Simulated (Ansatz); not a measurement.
# Ga4AsP3: what the fields show

Input

```
crystal:
  lattice:
    - [3.9346742, 0.0, 0.0]
    - [0.0, 3.9346742, 0.0]
    - [0.0, 0.0, 11.1296025]
  atoms:
    - { symbol: Ga, position: [0.5, 0.0, 0.867964] }
    - { symbol: Ga, position: [0.0, 0.5, 0.622567] }
    - { symbol: Ga, position: [0.5, 0.0, 0.377433] }
    - { symbol: Ga, position: [0.0, 0.5, 0.132036] }
    - { symbol: P, position: [0.0, 0.0, 0.5] }
    - { symbol: P, position: [0.5, 0.5, 0.254658] }
    - { symbol: P, position: [0.5, 0.5, 0.745342] }
    - { symbol: As, position: [0.0, 0.0, 0.0] }
basis:
  ecutwfc: 500
kpoints:
  mp_grid: { grid: [8, 8, 4] }
  band_path:
    path:
      - [[0.0, 0.0, 0.0], [0.0, 0.5, 0.0], [0.5, 0.5, 0.0], [0.0, 0.0, 0.0], [0.0, 0.0, 0.5], [0.0, 0.5, 0.5], [0.5, 0.5, 0.5], [0.0, 0.0, 0.5]]
      - [[0.0, 0.5, 0.0], [0.0, 0.5, 0.5]]
      - [[0.5, 0.5, 0.0], [0.5, 0.5, 0.5]]
    npoints: 14
hamiltonian:
  xc: r2scan
scf:
  occupations: { method: gaussian, width: 0.02 }
  n_extra_bands: 20
output:
  forces: true
  stress: true
  eigenvalues: true
  populations: true
  dos: { projected: true, de: 0.02, nscf_kmesh: { grid: [12, 12, 6] } }
  bader: true
  write_density: true
  write_potential: true
  elf: true
  volumetric_format: npy
```

Command:

```sh
ansatz run input.yaml --threads 4 --pin off --max-ram 8192MiB --backend cpu --events-out ev --progress --plain --runs-dir out
```

Below, planes, directions and counts refer to the conventional cell (a = 3.93 Å, b = 3.93 Å, c = 11.13 Å, α = 90.00°, β = 90.00°, γ = 90.00°).

Space group P-4m2; a structure generated by program, which may or may not match a known phase; computed pressure about −3 GPa in this cell.

Level of theory: DFT r2SCAN, scalar-relativistic, plane waves, PAW in Ansatz.

In a PAW calculation such maps are meaningful between the atoms, not at the nuclei.

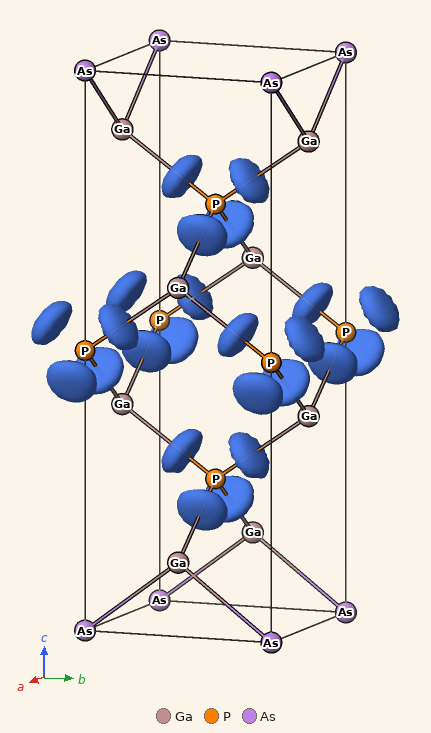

Figure 1. Isosurface of the ELF at 0.85 (blue), seen slightly off an axis. Core shells and regions of very low density are left out. Sticks mark near contacts.

Q: Identify the bonds, lone pairs and shells in this picture.

A: The ELF exceeds this value in twelve lobes of the valence shell of P pointing towards Ga (polar bonds), counted in one cell of 8 atoms. Regions shared between cells count once.


Ga–P (2.39 Å): the ELF peaks at about 0.90 in the valence shell of P, 0.9 Å from its nucleus, and is about 0.80 at the midpoint. Ga–As (2.46 Å): the ELF peaks at about 0.80 between the atoms, as expected for localised, covalent bonding.

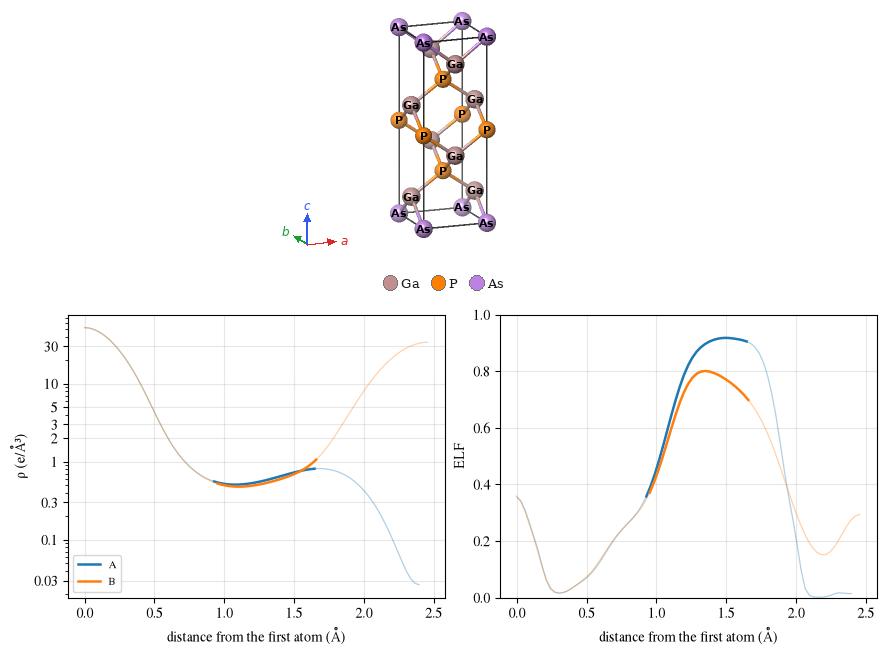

Figure 2. Valence pseudo-density and ELF along straight lines between neighbouring atoms. Thin, pale parts lie inside the atomic spheres. The structure is drawn too.

Q: Which curve belongs to which contact (Ga–As and Ga–P)? The first atom named is at distance zero.

A: Curve A: Ga–P (2.39 Å): ρ is about 0.53 e/Å³ halfway; the ELF peaks at about 0.90 in the valence shell of P, 0.9 Å from its nucleus, and is about 0.80 at the midpoint. Curve B: Ga–As (2.46 Å): ρ at the midpoint is about 0.5 e/Å³; the ELF peaks at about 0.80 between the atoms, as expected for a shared electron pair.

Q: How much charge does the calculation move between the atoms?

A: Electrons move from Ga towards P and As. Bader charges: Ga +0.84 to +0.91, P −0.90 and As −0.77 e.

Q: Does the calculation give a band gap?

A: It is gapped, with a Kohn–Sham gap of 1.7 eV on the k-point mesh (the band edges may lie off the mesh, which would make the gap smaller).
